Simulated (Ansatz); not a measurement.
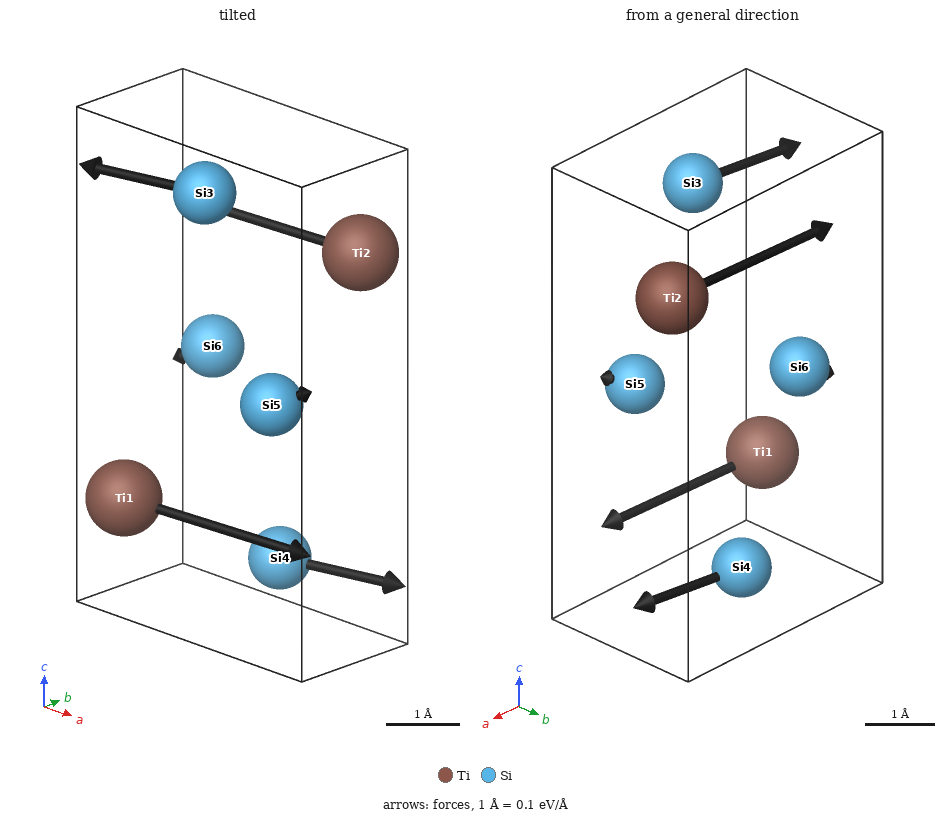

Structure drawing (spheres-only), viewed slightly off an axis and from a general direction. The box is the cell (the run's own, in a reduced setting); atoms on or close to its faces, edges and corners are drawn wherever they repeat. The arrows are the computed forces on the atoms.

System: TiSi₂. Level of theory and settings: Ansatz 0.2.0, DFT PBEsol, scalar-relativistic, plane waves, PAW, an energy cutoff of 420 eV, k-points about 0.13 Å⁻¹ apart, Gaussian smearing of 0.15 eV, no spin polarisation.

> Is the structure at rest?

No. The atoms still feel forces of up to about 0.24 eV/Å, far above a usual threshold of 0.01 to 0.03 eV/Å.

> Where does the largest force act?

Ti1 and Ti2, about 0.24 eV/Å.

Its origin is a structure listed in the Materials Project. The cell was then strained or its atoms displaced on purpose. A calculation with Ansatz used it as input.
